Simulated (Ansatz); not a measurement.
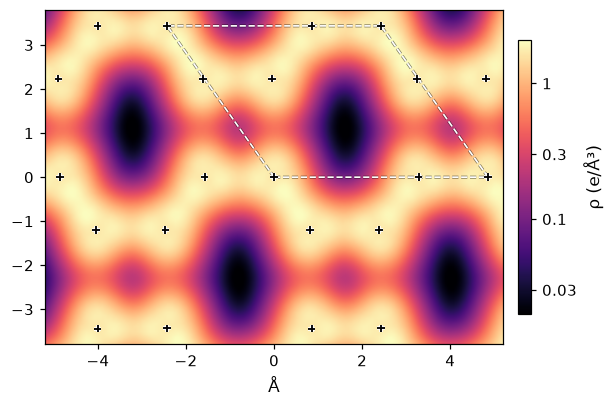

The valence pseudo-density on a plane through atoms (crosses mark nuclei in the plane).

The calculation used DFT r2SCAN, scalar-relativistic, plane waves, PAW (Ansatz 0.2.0).

Candidates:
A. Rh, a = 4.01 Å, b = 4.01 Å, c = 2.70 Å, α = 90.00°, β = 138.01°, γ = 90.00°. Space group I4/mmm; a structure from a database of computed crystals, not necessarily the ambient phase; computed pressure about −13 GPa in this cell; computed without spin polarisation.
B. C, a = 4.86 Å, b = 6.87 Å, c = 4.21 Å, α = 90.00°, β = 125.26°, γ = 90.00°. Space group C2/m; a structure from a database of computed crystals, not necessarily the ambient phase; not relaxed (largest force 1.3 eV/Å).

> Which system is this?

Candidate B: C on the (010) plane of the conventional cell, which holds C. C–C (1.45 Å): ρ at the midpoint is about 2 e/Å³. C–C (1.49 Å): the density is about 1.8 e/Å³ at the midpoint.
